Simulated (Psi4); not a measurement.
**One shape, several levels: CHF3 (trifluoromethane)**

We compute a comparison of 4 runs (BHLYP/def2-SVPD, CAM-B3LYP/def2-SVPD, M06-2X/def2-SVPD, wB97X/def2-SVPD) of CHF3 (trifluoromethane). 

Program for the calculation: Psi4 1.11.

1 further run of the same task is left out (set aside as unsound or not needed).

## Step 1: The system as given

CHF3: 5 atoms, total charge 0, spin state singlet. SMILES: `FC(F)F`. The C2–H5 distance was set to 2.404 Å, away from the relaxed value. At this shape a bond of the SMILES string is far longer than usual.

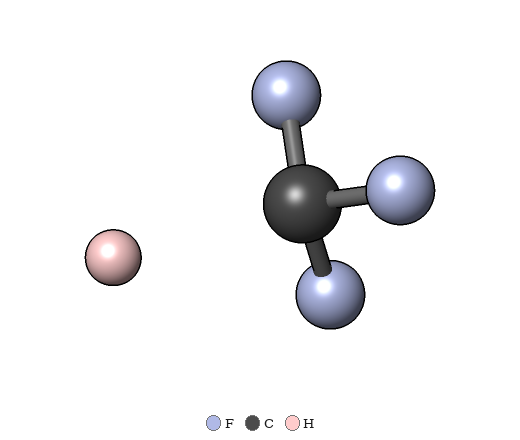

The structure, seen from a chosen angle (fluorine light blue, carbon dark grey, hydrogen pink).

## Step 2: Energy and forces at BHLYP/def2-SVPD (run 1)

The input, run.py:

```python
import psi4

psi4.set_memory(2200000000)
psi4.set_num_threads(1)
psi4.set_output_file('output.dat', False)

molecule = psi4.geometry("""
F
C 1 1.331379
F 2 1.331384 1 108.51936
F 2 1.331392 1 108.51995 3 117.74182
H 2 2.4036 1 110.40751 3 -121.13036
symmetry c1
""")

psi4.set_options(dict(puream=True, e_convergence=1e-09, d_convergence=1e-08, scf_type='pk', dft_radial_points=99, dft_spherical_points=590))

e_tot, wfn = psi4.gradient('bhhlyp/def2-SVPD', molecule=molecule, return_wfn=True)
psi4.oeprop(wfn, 'DIPOLE', 'WIBERG_LOWDIN_INDICES', 'LOWDIN_CHARGES')
print('gradient / Eh bohr^-1')
print(e_tot.np.round(6))
print(f'energy = {wfn.energy():.10f} Eh')
```

Started as:

```
$ python run.py
```

output.dat:

```text
[...]
  Running in c1 symmetry.
[...]
  Nuclear repulsion =  129.774986641126304
[...]
  Multiplicity = 1
[...]
  Nalpha       = 17
  Nbeta        = 17
[...]
    Number of basis functions: 97
[...]
   @RKS iter   1:  -337.58434564786944   -2.98871e-01   5.03153e-03 ADIIS/DIIS
[...]
   @RKS iter  10:  -337.66557318894723   -7.67386e-12   7.47885e-09 DIIS
[...]
    Orbital Energies [Eh]
    ---------------------
    Doubly Occupied:
       1A    -25.394087     2A    -25.394085     3A    -25.394082
       4A    -10.920893     5A     -1.502854     6A     -1.408713
       7A     -1.408709     8A     -0.830279     9A     -0.726837
      10A     -0.726837    11A     -0.682308    12A     -0.604532
      13A     -0.604531    14A     -0.567216    15A     -0.567215
      16A     -0.548037    17A     -0.344486
[...]
  @RKS Final Energy:  -337.66557318894723
   => Energetics <=
    Nuclear Repulsion Energy =            129.7749866411263042
    One-Electron Energy =                -725.9114253484000301
    Two-Electron Energy =                 277.5377911771950608
    DFT Exchange-Correlation Energy =     -19.0669256588685165
    Empirical Dispersion Energy =           0.0000000000000000
    VV10 Nonlocal Energy =                  0.0000000000000000
    Total Energy =                       -337.6655731889472349
[...]
  -Total Gradient:
     Atom            X                  Y                   Z
    ------   -----------------  -----------------  -----------------
       1        0.009571729341    -0.005790019889    -0.030815993480
       2       -0.003236384652     0.001949740574     0.001400367464
       3        0.009567544100    -0.031065174668     0.004302850730
       4        0.031941251620     0.005990800925     0.004303847239
       5       -0.047847960071     0.028898883720     0.020796845586
[...]
 Multipole Moments:
 ------------------------------------------------------------------------------------
     Multipole            Electronic (a.u.)      Nuclear  (a.u.)        Total (a.u.)
 ------------------------------------------------------------------------------------
 L = 1.  Multiply by 2.5417464519 to convert [e a0] to [Debye]
 Dipole X            :          2.0857559           -2.3404284           -0.2546725
 Dipole Y            :         -1.2597168            1.4135127            0.1537960
 Dipole Z            :         -0.9065537            1.0172222            0.1106685
 Magnitude           :                                                    0.3174253
[...]
```

On the terminal:

```text
gradient / Eh bohr^-1
[[ 0.009572 -0.00579  -0.030816]
 [-0.003236  0.00195   0.0014  ]
 [ 0.009568 -0.031065  0.004303]
 [ 0.031941  0.005991  0.004304]
 [-0.047848  0.028899  0.020797]]
energy = -337.6655731889 Eh
```

Wall time 19 s (1 thread of Intel Xeon Platinum 8259CL at 2.50GHz (Skylake/Cascade Lake), shared host); peak memory 1.1 GiB.

## Step 3: The energy at CAM-B3LYP/def2-SVPD (run 2)

The input, calc.in:

```
memory 2200 MB

molecule {
  F
  C 1 R2
  F 2 R3 1 A3
  F 2 R4 1 A4 3 D4
  H 2 R5 1 A5 3 D5

  R2 = 1.331379
  R3 = 1.331384
  A3 = 108.51936
  R4 = 1.331392
  A4 = 108.51995
  D4 = 117.74182
  R5 = 2.4036
  A5 = 110.40751
  D5 = -121.13036
  units angstrom
  symmetry c1
}

set {
  basis                def2-SVPD
  puream               true
  e_convergence        1e-09
  d_convergence        1e-08
  scf_type             pk
  dft_radial_points    99
  dft_spherical_points 590
}

E = energy("cam-b3lyp")
```

Started as:

```
$ psi4 -i calc.in -o calc.out -n 1
```

calc.out:

```text
[...]
  Running in c1 symmetry.
[...]
  Nuclear repulsion =  129.774986641126304
[...]
  Multiplicity = 1
[...]
  Nalpha       = 17
  Nbeta        = 17
[...]
    Number of basis functions: 97
[...]
   @RKS iter   1:  -337.64931527997010   -2.70658e-01   5.17314e-03 DIIS/ADIIS
[...]
   @RKS iter  10:  -337.73348905938707   -8.01492e-12   9.46425e-09 DIIS
[...]
    Orbital Energies [Eh]
    ---------------------
    Doubly Occupied:
       1A    -24.848795     2A    -24.848784     3A    -24.848781
       4A    -10.574004     5A     -1.425637     6A     -1.332140
       7A     -1.332137     8A     -0.801741     9A     -0.707181
      10A     -0.707181    11A     -0.663417    12A     -0.582925
      13A     -0.582923    14A     -0.545270    15A     -0.545268
      16A     -0.524040    17A     -0.354304
[...]
  @RKS Final Energy:  -337.73348905938707
   => Energetics <=
    Nuclear Repulsion Energy =            129.7749866411263042
    One-Electron Energy =                -725.7602748033680200
    Two-Electron Energy =                 285.5989223743856087
    DFT Exchange-Correlation Energy =     -27.3471232715310428
    Empirical Dispersion Energy =           0.0000000000000000
    VV10 Nonlocal Energy =                  0.0000000000000000
    Total Energy =                       -337.7334890593870682
[...]
 Multipole Moments:
 ------------------------------------------------------------------------------------
     Multipole            Electronic (a.u.)      Nuclear  (a.u.)        Total (a.u.)
 ------------------------------------------------------------------------------------
 L = 1.  Multiply by 2.5417464519 to convert [e a0] to [Debye]
 Dipole X            :          2.1272904           -2.3404284           -0.2131381
 Dipole Y            :         -1.2848015            1.4135127            0.1287112
 Dipole Z            :         -0.9246056            1.0172222            0.0926166
 Magnitude           :                                                    0.2656544
[...]
```

Run time: 16 s. Hardware: 1 thread of Intel Xeon Platinum 8259CL at 2.50GHz (Skylake/Cascade Lake), shared host; peak memory 1.2 GiB.

Run 3 isn't shown in full; the table further down has it.

## Step 4: Energy and forces at wB97X/def2-SVPD (run 4)

The input, chf3.xyz:

```xyz
5
CHF3
F     -1.094483    -1.560688     0.930334
C     -0.406333    -1.174628    -0.142036
F      0.621517    -2.004758    -0.306326
F     -1.198403    -1.266078    -1.208276
H      0.374370     1.082210     0.130870
```

The input, run.py:

```python
import psi4

psi4.set_memory('2200 MB')
psi4.set_num_threads(1)
psi4.core.set_output_file('output.dat', False)

with open('chf3.xyz') as f:
    atoms = ''.join(f.readlines()[2:])
mol = psi4.geometry('0 1\n' + atoms + 'symmetry c1\nno_reorient\nno_com')

options = {'basis': 'def2-SVPD', 'reference': 'rks', 'puream': True, 'e_convergence': 1e-09, 'd_convergence': 1e-08, 'scf_type': 'pk', 'dft_radial_points': 99, 'dft_spherical_points': 590}
psi4.set_options(options)

e_tot, wfn = psi4.gradient('wb97x', return_wfn=True)
psi4.oeprop(wfn, 'LOWDIN_CHARGES', 'WIBERG_LOWDIN_INDICES', 'QUADRUPOLE', title='WB97X')
print('gradient / Eh bohr^-1')
print(e_tot.np.round(6))
print(f'energy = {wfn.energy():.10f} Eh')
```

Started as:

```
$ python run.py
```

output.dat:

```text
[...]
  Running in c1 symmetry.
[...]
  Nuclear repulsion =  129.774981684903366
[...]
  Multiplicity = 1
[...]
  Nalpha       = 17
  Nbeta        = 17
[...]
    Number of basis functions: 97
[...]
   @RKS iter   1:  -337.64132298714327   -3.40202e-01   5.36333e-03 ADIIS/DIIS
[...]
   @RKS iter  10:  -337.73653931432182   -2.36469e-11   6.76146e-09 DIIS
[...]
    Orbital Energies [Eh]
    ---------------------
    Doubly Occupied:
       1A    -24.832303     2A    -24.832294     3A    -24.832291
       4A    -10.586387     5A     -1.468386     6A     -1.374310
       7A     -1.374306     8A     -0.844822     9A     -0.746648
      10A     -0.746648    11A     -0.703638    12A     -0.620604
      13A     -0.620602    14A     -0.582270    15A     -0.582268
      16A     -0.560891    17A     -0.386766
[...]
  @RKS Final Energy:  -337.73653931432182
   => Energetics <=
    Nuclear Repulsion Energy =            129.7749816849033664
    One-Electron Energy =                -725.7370466133631908
    Two-Electron Energy =                 284.8593311785095921
    DFT Exchange-Correlation Energy =     -26.6338055643716487
    Empirical Dispersion Energy =           0.0000000000000000
    VV10 Nonlocal Energy =                  0.0000000000000000
    Total Energy =                       -337.7365393143218171
[...]
  -Total Gradient:
     Atom            X                  Y                   Z
    ------   -----------------  -----------------  -----------------
       1       -0.010786854833    -0.015964563855     0.008717317107
       2       -0.002468066481    -0.007143456424    -0.000858878133
       3        0.005538487698    -0.020190650218    -0.003043314070
       4       -0.011786059837    -0.013152129587    -0.011621051467
       5        0.019522603743     0.056436266091     0.006824070699
[...]
 Multipole Moments:
 ------------------------------------------------------------------------------------
     Multipole            Electronic (a.u.)      Nuclear  (a.u.)        Total (a.u.)
 ------------------------------------------------------------------------------------
 L = 1.  Multiply by 2.5417464519 to convert [e a0] to [Debye]
 Dipole X            :         32.3995367          -32.3255587            0.0739780
 Dipole Y            :         93.6594103          -93.4455850            0.2138254
 Dipole Z            :         11.3259843          -11.3001049            0.0258794
 Magnitude           :                                                    0.2277362
 L = 2.  Multiply by 1.3450342976 to convert [e a0^2] to [Debye ang]
 Quadrupole XX       :       -117.9217683          101.1107991          -16.8109692
 Quadrupole XY       :        -74.9801652           75.2913684            0.3112032
[...]
```

On the terminal:

```text
gradient / Eh bohr^-1
[[-0.010787 -0.015965  0.008717]
 [-0.002468 -0.007143 -0.000859]
 [ 0.005538 -0.020191 -0.003043]
 [-0.011786 -0.013152 -0.011621]
 [ 0.019523  0.056436  0.006824]]
energy = -337.7365393143 Eh
```

Wall time 26 s (1 thread of Intel Xeon Platinum 8259CL at 2.50GHz (Skylake/Cascade Lake), shared host); peak memory 1.2 GiB.

## Step 5: Overview of the runs

| run | level | task | energy (Eh) | dipole moment (D) | HOMO energy (eV) | LUMO energy (eV) | wall time |
| --- | --- | --- | --- | --- | --- | --- | --- |
| 1 | BHLYP/def2-SVPD | gradient | -337.665573 | 0.81 | -9.37 | -3.57 | 19 s |
| 2 | CAM-B3LYP/def2-SVPD | energy | -337.733489 | 0.68 | -9.64 | -3.32 | 16 s |
| 3 | M06-2X/def2-SVPD | gradient | -337.695604 | 0.74 | -9.32 | -3.46 | 39 s |
| 4 | wB97X/def2-SVPD | gradient | -337.736539 | 0.58 | -10.52 | -2.26 | 26 s |

## Step 6: Summary of results

| quantity | value |
| --- | --- |
| run 4: total energy | -337.73654 Eh |
| run 4: dipole moment | 0.58 D |
| run 4: HOMO energy | -10.52 eV |
| run 4: LUMO energy | -2.26 eV |
| run 4: HOMO–LUMO gap | 8.27 eV |
| run 4: largest force on an atom | 3.091 eV/Å |

What this shows: The dipole moment (its size) runs from 0.58 D (wB97X/def2-SVPD) to 0.81 D (BHLYP/def2-SVPD). The HOMO–LUMO gap runs from 5.81 eV (BHLYP/def2-SVPD) to 8.27 eV (wB97X/def2-SVPD). Totals of different functionals can't be ranked against each other. In runs 1, 2, 3, 4 a closed-shell determinant meets a far-stretched bond, which it describes badly. All runs together took 1.7 min, the longest 39 s.
